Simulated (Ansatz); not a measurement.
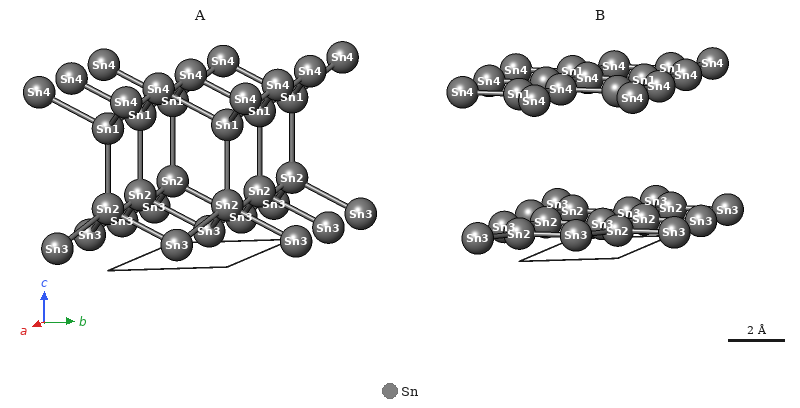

Two geometries of solid Sn (a generated structure, set up in P-3m1) (coarse preliminary run), drawn at one scale. One is the start of a relaxation, the other its converged end. The picture is a ball-and-stick view of the 2 × 1 repeat of the cell, outlined in the plane, without the vacuum, seen slightly off an axis.

These are results of DFT PBE+D3(BJ), scalar-relativistic, plane waves, PAW in Ansatz 0.2.0, not measurements. (plane-wave cutoff 420 eV; k-point mesh 6 × 6 × 1; occupations gaussian; smearing width 0.1 eV; no spin polarisation; cell and atoms relaxed; force threshold 0.05 eV/Å; at most 60 steps)

**Which geometry has the lower energy?**

Structure A is the relaxed one. Case: C → Sn on all its sites, cell and atoms relaxed. The largest moves relative to the cell and the layer's centre, 1.06 Å, are those of Sn1 and Sn2. Sn1 goes along the normal (−c). In the plane the drawn cell goes a 7.266 → 8.820 Å (+21.4 %), b 3.633 → 4.410 Å (+21.4 %). Near-neighbour distances that change, for instance: Sn1–Sn2 5.017 → 2.888 Å, Sn1–Sn4 2.098 → 2.825 Å. New bonds form: Sn1–Sn2 (5.02 → 2.89 Å). Among the angles between lasting bonds that change: Sn3–Sn2–Sn3 120.0° → 102.6°. The space group stays P-3m1 (No. 164). After 13 accepted moves (16 points after the start) the energy has fallen by 5598 meV per atom. The largest force component goes from 0.096 to 0.023 eV/Å. The line search rejected the trial steps at points 12, 14 of the run. The SCF was repeated once at an unchanged geometry on a basis and grid sized afresh for the cell, which shifted the energy by 28.8 meV per atom at most.
